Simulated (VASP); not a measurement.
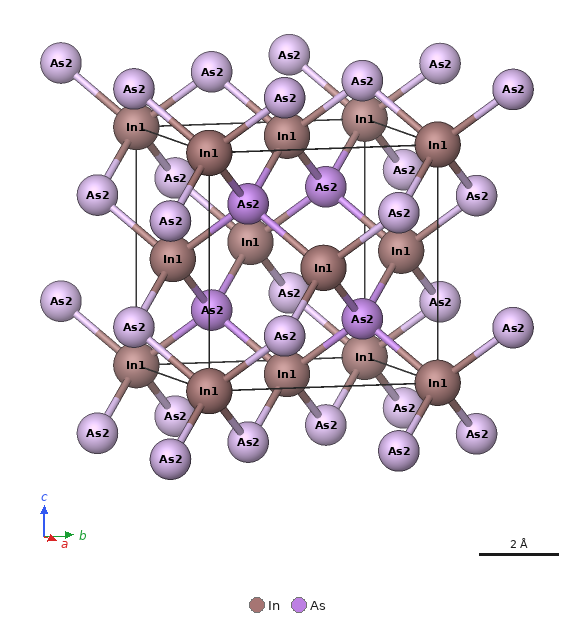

Figure 1. The structure as given in the input (ball-and-stick view of the cell 4 times as large as that of the calculation, set on its symmetry axes, seen slightly off an axis; neighbours outside the cell are drawn fainter; atoms are numbered from 1 in the order of the input). Near neighbours in the crystal (not all of them lie inside the picture): In has 4 As at 2.64 Å; As has 4 In at 2.64 Å.

Geometry relaxation, with input and output: InAs (part 1 of 2)

The run: geometry relaxation of InAs (2 atoms in the cell). Method and program: Kohn-Sham DFT of a periodic cell, LDA, VASP PAW LDA potentials, recommended, no spin polarisation (VASP 6.6.1).

The structure derives from a Materials Project entry.

### OSZICAR
```
N       E                     dE             d eps       ncg     rms          rms(c)
DAV:   1     0.987252423176E+02    0.98725E+02   -0.63841E+03   260   0.977E+02
DAV:   2    -0.215152897463E+01   -0.10088E+03   -0.98197E+02   275   0.275E+02
DAV:   3    -0.911774797906E+01   -0.69662E+01   -0.69183E+01   345   0.814E+01
DAV:   4    -0.927233577886E+01   -0.15459E+00   -0.15452E+00   278   0.135E+01
DAV:   5    -0.927847465018E+01   -0.61389E-02   -0.61388E-02   352   0.239E+00    0.444E+00
RMM:   6    -0.900684960225E+01    0.27163E+00   -0.33546E-01   263   0.574E+00    0.239E+00
RMM:   7    -0.897056349760E+01    0.36286E-01   -0.19291E-01   260   0.254E+00    0.734E-01
RMM:   8    -0.896557347666E+01    0.49900E-02   -0.19230E-02   282   0.238E+00    0.159E-01
RMM:   9    -0.896580994236E+01   -0.23647E-03   -0.69116E-03   275   0.894E-01    0.110E-01
RMM:  10    -0.896597099316E+01   -0.16105E-03   -0.20755E-03   331   0.534E-01    0.861E-02
RMM:  11    -0.896600009987E+01   -0.29107E-04   -0.28699E-04   301   0.166E-01    0.314E-02
RMM:  12    -0.896600908974E+01   -0.89899E-05   -0.62116E-05   314   0.999E-02    0.273E-02
RMM:  13    -0.896600566964E+01    0.34201E-05   -0.31415E-05   297   0.545E-02    0.820E-03
RMM:  14    -0.896600650688E+01   -0.83724E-06   -0.91096E-06   254   0.230E-02
   1 F= -.89660065E+01 E0= -.89658831E+01  d E =-.896601E+01
       N       E                     dE             d eps       ncg     rms          rms(c)
DAV:   1    -0.948560716677E+01   -0.51960E+00   -0.11755E+01   330   0.698E+01    0.489E+00
RMM:   2    -0.903785289032E+01    0.44775E+00   -0.96983E-01   274   0.176E+01    0.167E+00
RMM:   3    -0.897827843904E+01    0.59574E-01   -0.21942E-01   264   0.647E+00    0.583E-01
RMM:   4    -0.897896309082E+01   -0.68465E-03   -0.30117E-02   313   0.170E+00    0.713E-01
RMM:   5    -0.897920884125E+01   -0.24575E-03   -0.52155E-03   268   0.797E-01    0.226E-01
RMM:   6    -0.897837240995E+01    0.83643E-03   -0.41511E-03   275   0.832E-01    0.653E-02
RMM:   7    -0.897843306172E+01   -0.60652E-04   -0.97592E-04   332   0.329E-01    0.158E-01
RMM:   8    -0.897845793768E+01   -0.24876E-04   -0.19532E-04   328   0.125E-01    0.230E-01
RMM:   9    -0.897844127374E+01    0.16664E-04   -0.42521E-05   274   0.520E-02    0.102E-01
RMM:  10    -0.897843627765E+01    0.49961E-05   -0.15276E-05   300   0.597E-02    0.837E-02
RMM:  11    -0.897843584500E+01    0.43265E-06   -0.37419E-06   202   0.217E-02
   2 F= -.89784358E+01 E0= -.89783124E+01  d E =-.124293E-01
       N       E                     dE             d eps       ncg     rms          rms(c)
DAV:   1    -0.902036672843E+01   -0.41930E-01   -0.99053E-01   330   0.221E+01    0.128E+00
RMM:   2    -0.898642613392E+01    0.33941E-01   -0.65862E-02   274   0.457E+00    0.491E-01
RMM:   3    -0.898095668559E+01    0.54694E-02   -0.20948E-02   264   0.217E+00    0.126E-01
RMM:   4    -0.898099733828E+01   -0.40653E-04   -0.19486E-03   307   0.455E-01    0.164E-01
RMM:   5    -0.898100446469E+01   -0.71264E-05   -0.29829E-04   311   0.170E-01    0.182E-01
RMM:   6    -0.898100277013E+01    0.16946E-05   -0.10831E-04   305   0.143E-01    0.307E-01
RMM:   7    -0.898097413712E+01    0.28633E-04   -0.36135E-04   264   0.322E-01    0.378E-01
RMM:   8    -0.898095067964E+01    0.23457E-04   -0.28078E-05   280   0.863E-02    0.207E-01
RMM:   9    -0.898095003662E+01    0.64302E-06   -0.82404E-06   268   0.300E-02
   3 F= -.89809500E+01 E0= -.89808266E+01  d E =-.149435E-01
       N       E                     dE             d eps       ncg     rms          rms(c)
DAV:   1    -0.898319587464E+01   -0.22452E-02   -0.53626E-02   330   0.504E+00    0.431E-01
RMM:   2    -0.898113390965E+01    0.20620E-02   -0.40034E-03   273   0.112E+00    0.193E-01
RMM:   3    -0.898081384838E+01    0.32006E-03   -0.13387E-03   264   0.537E-01    0.160E-02
RMM:   4    -0.898081776146E+01   -0.39131E-05   -0.12442E-04   303   0.117E-01    0.215E-02
RMM:   5    -0.898081799603E+01   -0.23457E-06   -0.20940E-05   302   0.486E-02    0.249E-02
RMM:   6    -0.898081822660E+01   -0.23057E-06   -0.59773E-06   241   0.375E-02
   4 F= -.89808182E+01 E0= -.89806948E+01  d E =-.148117E-01
       N       E                     dE             d eps       ncg     rms          rms(c)
DAV:   1    -0.898132095544E+01   -0.50296E-03   -0.10535E-02   340   0.224E+00    0.123E-01
RMM:   2    -0.898096081906E+01    0.36014E-03   -0.72518E-04   273   0.478E-01    0.442E-02
RMM:   3    -0.898090553770E+01    0.55281E-04   -0.20744E-04   265   0.212E-01    0.189E-02
RMM:   4    -0.898090587609E+01   -0.33838E-06   -0.20781E-05   307   0.453E-02    0.211E-02
RMM:   5    -0.898090555265E+01    0.32344E-06   -0.31690E-06   192   0.174E-02
   5 F= -.89809056E+01 E0= -.89807821E+01  d E =-.148990E-01
       N       E                     dE             d eps       ncg     rms          rms(c)
DAV:   1    -0.898110119449E+01   -0.19532E-03   -0.41165E-03   330   0.139E+00    0.824E-02
RMM:   2    -0.898095652179E+01    0.14467E-03   -0.28605E-04   275   0.302E-01    0.305E-02
RMM:   3    -0.898093431675E+01    0.22205E-04   -0.85661E-05   264   0.136E-01    0.976E-03
RMM:   4    -0.898093460948E+01   -0.29273E-06   -0.92724E-06   288   0.305E-02
   6 F= -.89809346E+01 E0= -.89808112E+01  d E =-.149281E-01
```

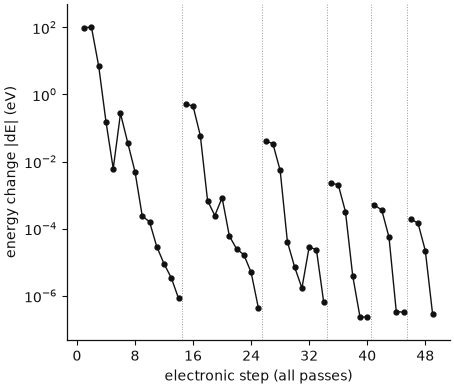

Figure 2. Convergence of the self-consistent field: energy change |dE| against the electronic step. Each stretch between dotted lines is the SCF of one geometry step of a relaxation. The 6 ionic steps take 4 to 14 electronic steps each. The density is held fixed in the first few steps, and dE rises again when its update begins.

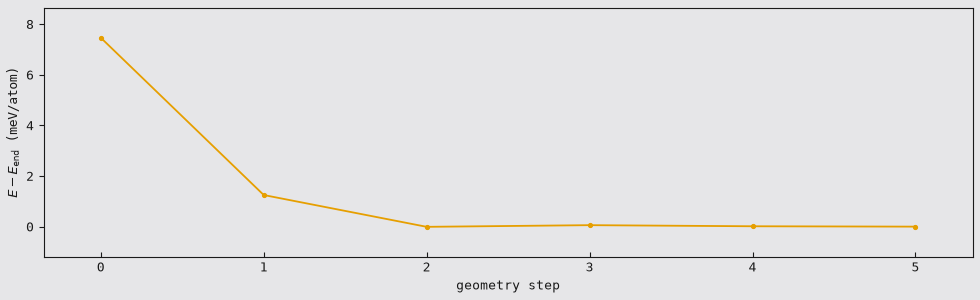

Figure 3. Progress of the relaxation, step by step (steps are counted from 0).

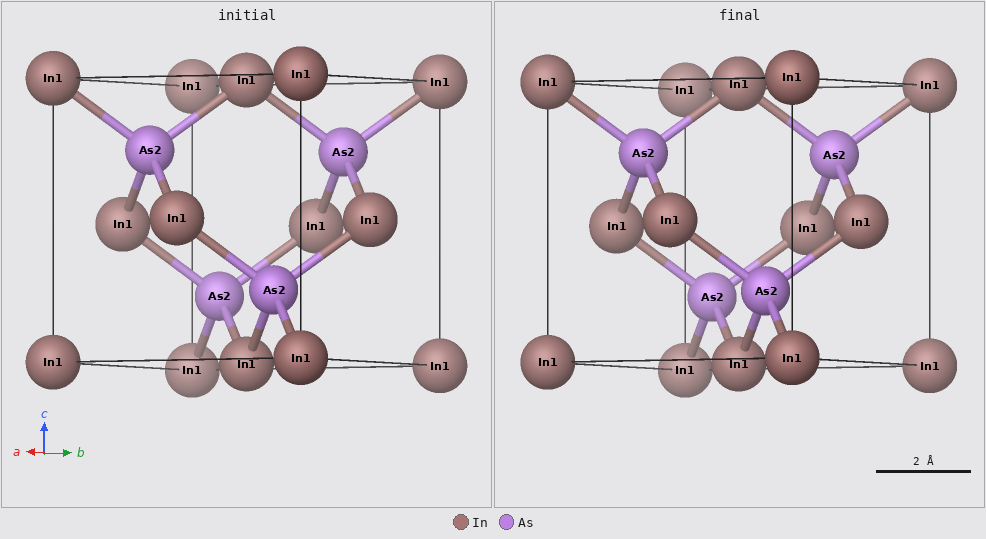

Figure 4. Before (left) and after (right) the relaxation, at one scale (ball-and-stick view of the cell 4 times as large as that of the calculation, set on its symmetry axes, seen at an oblique angle). No atom moves by more than 0.005 Å relative to the cell. The drawn cell changes as follows: a = b = c 6.107 → 6.031 Å (−1.3 %); the volume changes by −3.7 %. Distances before and after: In1–As2 2.644 → 2.611 Å. The space group stays F-43m (No. 216). Over 5 geometry steps the energy falls by 7.5 meV per atom. All forces vanish by symmetry, so only the cell relaxes. (Atoms are counted from 1 in the order of the input.)

### Parts of OUTCAR
```
PREC = Accurate
   ENCUT = 300
   EDIFF = 1E-6
   ISMEAR = 0
   LREAL = F
   LASPH = T
   NELM = 100
   ISIF = 3
   IBRION = 2
   NSW = 40
   EDIFFG = -0.01

 ion  position               nearest neighbor table
   1  0.000  0.000  0.000-   2 2.64   2 2.64   2 2.64   2 2.64
   2  0.750  0.750  0.750-   1 2.64   1 2.64   1 2.64   1 2.64

  LATTYP: Found a face centered cubic cell.
 ALAT       =     6.1071233200

  Lattice vectors:

 A1 = (   0.0000000000,   3.0535616600,   3.0535616600)
 A2 = (   3.0535616600,   0.0000000000,   3.0535616600)
 A3 = (   3.0535616600,   3.0535616600,   0.0000000000)

Analysis of symmetry for initial positions (statically):
=====================================================================
 Subroutine PRICEL returns:
 Original cell was already a primitive cell.

 Routine SETGRP: Setting up the symmetry group for a
 face centered cubic supercell.

 Subroutine GETGRP returns: Found 24 space group operations
 (whereof 24 operations were pure point group operations)
 out of a pool of 48 trial point group operations.

The static configuration has the point symmetry T_d .

Analysis of symmetry for dynamics (positions and initial velocities):
=====================================================================
 Subroutine PRICEL returns:
 Original cell was already a primitive cell.

 Routine SETGRP: Setting up the symmetry group for a
 face centered cubic supercell.

 Subroutine GETGRP returns: Found 24 space group operations
 (whereof 24 operations were pure point group operations)
 out of a pool of 48 trial point group operations.

The dynamic configuration has the point symmetry T_d .

 Subroutine INISYM returns: Found 24 space group operations
 (whereof 24 operations are pure point group operations),
 and found     1 'primitive' translations

----------------------------------------------------------------------------------------

                                     Primitive cell

  volume of cell :      56.9443

  direct lattice vectors                    reciprocal lattice vectors
     0.000000000  3.053561660  3.053561660    -0.163743214  0.163743214  0.163743214
     3.053561660  0.000000000  3.053561660     0.163743214 -0.163743214  0.163743214
     3.053561660  3.053561660  0.000000000     0.163743214  0.163743214 -0.163743214

  length of vectors
     4.318388313  4.318388313  4.318388313     0.283611566  0.283611566  0.283611566

  position of ions in fractional coordinates (direct lattice)
     0.000000000  0.000000000  0.000000000
     0.750000000  0.750000000  0.750000000

  ion indices of the primitive-cell ions
   primitive index   ion index
                 1           1
                 2           2

----------------------------------------------------------------------------------------

 KPOINTS: regular mesh

Automatic generation of k-mesh.
 Grid dimensions read from file:
 generate k-points for:    5    5    5

 Generating k-lattice:

  Cartesian coordinates                     Fractional coordinates (reciprocal lattice)
    -0.032748643  0.032748643  0.032748643     0.200000000  0.000000000  0.000000000
     0.032748643 -0.032748643  0.032748643     0.000000000  0.200000000  0.000000000
     0.032748643  0.032748643 -0.032748643     0.000000000  0.000000000  0.200000000

  Length of vectors
     0.056722313  0.056722313  0.056722313

  Shift w.r.t. Gamma in fractional coordinates (k-lattice)
     0.000000000  0.000000000  0.000000000

 Subroutine IBZKPT returns following result:
 ===========================================

 Found     10 irreducible k-points:

 Following reciprocal coordinates:
            Coordinates               Weight
  0.000000  0.000000  0.000000      1.000000
  0.200000  0.000000  0.000000      8.000000
  0.400000  0.000000  0.000000      8.000000
  0.200000  0.200000  0.000000      6.000000
  0.400000  0.200000  0.000000     24.000000
 -0.400000  0.200000  0.000000     24.000000
 -0.200000  0.200000  0.000000     12.000000
  0.400000  0.400000  0.000000      6.000000
 -0.400000  0.400000  0.000000     12.000000
 -0.400000  0.400000  0.200000     24.000000
   k-points           NKPTS =     10   k-points in BZ     NKDIM =     10   number of bands    NBANDS=     13
   number of dos      NEDOS =    301   number of ions     NIONS =      2
   total plane-waves  NPLWV =  13824
   dimension x,y,z NGX =    24 NGY =   24 NGZ =   24
   dimension x,y,z NGXF=    48 NGYF=   48 NGZF=   48
   ions per type =               1   1
   NGX,Y,Z   is equivalent  to a cutoff of   9.24,  9.24,  9.24 a.u.
   NGXF,Y,Z  is equivalent  to a cutoff of  18.48, 18.48, 18.48 a.u.
 SYSTEM =  unknown system
   PREC   = accura    normal or accurate (medium, high low for compatibility)
   ISTART =      0    job   : 0-new  1-cont  2-samecut
   ICHARG =      2    charge: 1-file 2-atom 10-const
   ISPIN  =      1    spin polarized calculation?
   LNONCOLLINEAR =      F non collinear calculations
   LSORBIT =      F    spin-orbit coupling
   LASPH  =      T    aspherical Exc in radial PAW
   ENCUT  =  300.0 eV  22.05 Ry    4.70 a.u.   6.10  6.10  6.10*2*pi/ulx,y,z
   NELM   =    100;   NELMIN=  2; NELMDL= -5     # of ELM steps
   EDIFF  = 0.1E-05   stopping-criterion for ELM
   LREAL  =      F    real-space projection
   EDIFFG = -.1E-01   stopping-criterion for IOM
   NSW    =     40    number of steps for IOM
   IBRION =      2    ionic relax: 0-MD 1-quasi-New 2-CG
   NFREE  =      1    steps in history (QN), initial steepest desc. (CG)
   ISIF   =      3    stress and relaxation
   ISYM   =      2    0-nonsym 1-usesym 2-fastsym
   POTIM  = 0.5000    time-step for ionic-motion
   TEBEG  =    0.0;   TEEND  =   0.0 temperature during run
   PSTRESS=    0.0 pullay stress
   NELECT =      18.0000    total number of electrons
   NUPDOWN=      -1.0000    fix difference up-down
   EMIN   =  10.00;   EMAX   =-10.00  energy-range for DOS
   EFERMI =   0.00;   METHOD = LEGACY
   ISMEAR =     0;   SIGMA  =   0.02  broadening in eV -4-tet -1-fermi 0-gaus
   EFERMI_NEDOS =   21; number of points for ismear=-14 and -15
   IALGO  =     68    algorithm
   IMIX   =      4    mixing-type and parameters
     AMIX     =   0.40;   BMIX     =  1.00
     AMIX_MAG =   1.60;   BMIX_MAG =  1.00
  volume/ion in A,a.u.               =      28.47       192.14
  Fermi-wavevector in a.u.,A,eV,Ry     =   1.115190  2.107404 16.920877  1.243649
  Thomas-Fermi vector in A             =   2.251793
   LORBIT       =      0    0 simple, 1 ext, 2 COOP (PROOUT), +10 PAW based schemes
   GGA     = CA    functional components
   LHFCALC =     F    Hartree Fock is set to
   AEXX    =    0.0000 exact exchange contribution
   IVDW    =     0    specifies the selected vdW correction
   LEPSILON=     F    determine dielectric tensor
   LRPA    =     F    only Hartree local field effects (RPA)
 conjugate gradient relaxation of ions
 non-spin polarized calculation
 RMM-DIIS sequential band-by-band and
 Gauss-broadening in eV      SIGMA  =   0.02
  energy-cutoff  :      300.00
  volume of cell :       56.94
 maximum number of plane-waves:       685
   NGX = 13   NGY = 13   NGZ = 13

--------------------------------------- Ionic step        1  -------------------------------------------

 number of electron      17.9999968 magnetization

 Free energy of the ion-electron system (eV)
  ---------------------------------------------------
  ext. energy  EPLUGINS =         0.00000000
  ---------------------------------------------------
  free energy    TOTEN  =        -8.96600651 eV

  energy without entropy =       -8.96575969  energy(sigma->0) =       -8.96588310

 E-fermi :   4.0639     XC(G=0):  -9.2818     alpha+bet : -9.8052

 val. band max:        4.0578134398   @ k =   0.0000   0.0000   0.0000
 cond. band min:       4.8468613044   @ k =   0.4000   0.0000   0.0000
 fundamental gap:      0.7890478646
 Fermi energy:         4.0639042718

 k-point     1 :       0.0000    0.0000    0.0000
  band No.  band energies     occupation
      1     -10.2387      2.00000
      2     -10.2387      2.00000
      3     -10.2387      2.00000
      4     -10.1229      2.00000
      5     -10.1229      2.00000
      6      -7.6709      2.00000
      7       3.5016      2.00000
      8       4.0578      1.33335
      9       4.0578      1.33335
     10       4.0578      1.33330
     11       7.8494      0.00000
     12       7.8494      0.00000
     13       7.8494      0.00000

 k-point     2 :       0.2000    0.0000    0.0000
  band No.  band energies     occupation
      1     -10.2812      2.00000
      2     -10.2269      2.00000
      3     -10.2269      2.00000
      4     -10.1226      2.00000
      5     -10.1226      2.00000
      6      -7.2895      2.00000
      7       1.0000      2.00000
      8       3.6522      2.00000
      9       3.6522      2.00000
     10       5.1106      0.00000
     11       8.4045      0.00000
     12       8.4045      0.00000
     13       8.4703      0.00000

 k-point     3 :       0.4000    0.0000    0.0000
  band No.  band energies     occupation
      1     -10.3430      2.00000
      2     -10.2119      2.00000
      3     -10.2119      2.00000
      4     -10.1173      2.00000
      5     -10.1173      2.00000
      6      -6.4669      2.00000
      7      -1.2653      2.00000
      8       3.1674      2.00000
      9       3.1674      2.00000
     10       4.8469      0.00000
     11       8.6512      0.00000
     12       8.6512      0.00000
     13      10.5023      0.00000

 k-point     4 :       0.2000    0.2000    0.0000
  band No.  band energies     occupation
      1     -10.3059      2.00000
      2     -10.2142      2.00000
      3     -10.2142      2.00000
      4     -10.1334      2.00000
      5     -10.1159      2.00000
      6      -7.1637      2.00000
      7       0.9424      2.00000
      8       3.0127      2.00000
      9       3.0127      2.00000
     10       6.3618      0.00000
     11       6.5729      0.00000
     12       9.4643      0.00000
     13       9.4645      0.00000

 k-point     5 :       0.4000    0.2000    0.0000
  band No.  band energies     occupation
      1     -10.3543      2.00000
      2     -10.2010      2.00000
      3     -10.1959      2.00000
      4     -10.1362      2.00000
      5     -10.1113      2.00000
      6      -6.4601      2.00000
      7      -0.7804      2.00000
      8       2.0476      2.00000
      9       2.5476      2.00000
     10       6.2684      0.00000
     11       7.6102      0.00000
     12       9.3941      0.00000
     13      10.0675      0.00000

 [... the levels of 4 k-points are left out ...]

 k-point    10 :      -0.4000    0.4000    0.2000
  band No.  band energies     occupation
      1     -10.3796      2.00000
      2     -10.1955      2.00000
      3     -10.1769      2.00000
      4     -10.1375      2.00000
      5     -10.1136      2.00000
      6      -5.8978      2.00000
      7      -1.4450      2.00000
      8       1.1027      2.00000
      9       1.8701      2.00000
     10       7.5640      0.00000
     11       7.7099      0.00000
     12       8.8607      0.00000
     13      11.4330      0.00000
```
